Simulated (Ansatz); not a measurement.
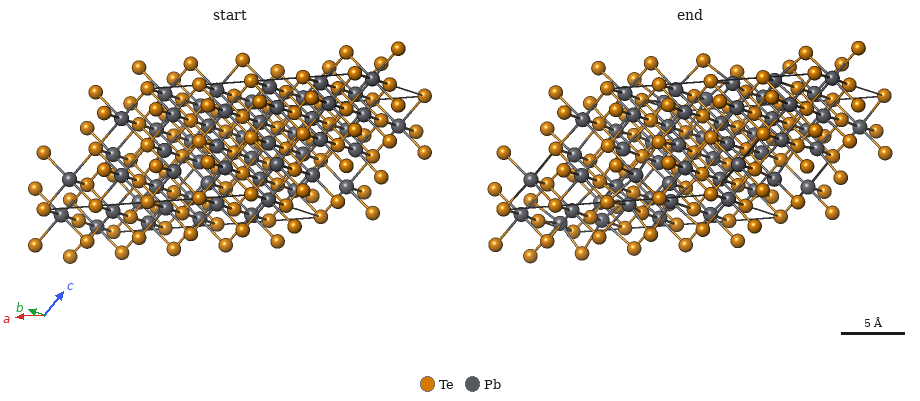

The structure of a defect cell of composition Te$_{15}$Pb$_{16}$ before (left) and after (right) a relaxation, at one scale.

The picture is a ball-and-stick view of the larger cell on standard axes (2 times the calculation's cell) (origin shifted), seen from a free direction.

Method: DFT PBEsol, scalar-relativistic, plane waves, PAW in Ansatz. Settings: plane-wave cutoff 420 eV; k-point mesh 2 × 2 × 2; occupations gaussian; smearing width 0.02 eV; mesh shifted by (0.5, 0.5, 0.5); collinear spin; atoms relaxed in a fixed cell; force threshold 0.03 eV/Å; at most 40 steps.

> What changed between the two?

The energy falls by 0.282 eV per cell of the calculation in 9 geometry steps. The largest force component goes from 0.18 to 0.0035 eV/Å. A Pb atom moves most: 0.54 Å along [3 1 2]. By element the largest moves are Pb 0.54 Å, Te 0.07 Å. The cell doesn't change. Some distances before and after: Pb–Te 3.184 → 3.645 Å, Pb–Te 3.242 → 3.647 Å, Pb–Te 3.290 → 3.645 Å, Pb–Te 3.243 → 3.039 Å. Bond angles that change, for instance: Pb–Te–Pb 89.5° → 72.2°, Pb–Te–Pb 88.5° → 72.2°, Te–Pb–Te 178.6° → 162.6°. The program noted that the starting moments weren't kept. Cost: 20 min on 8 threads of Arm Neoverse V1, on a shared host, peak memory 9.5 GiB.
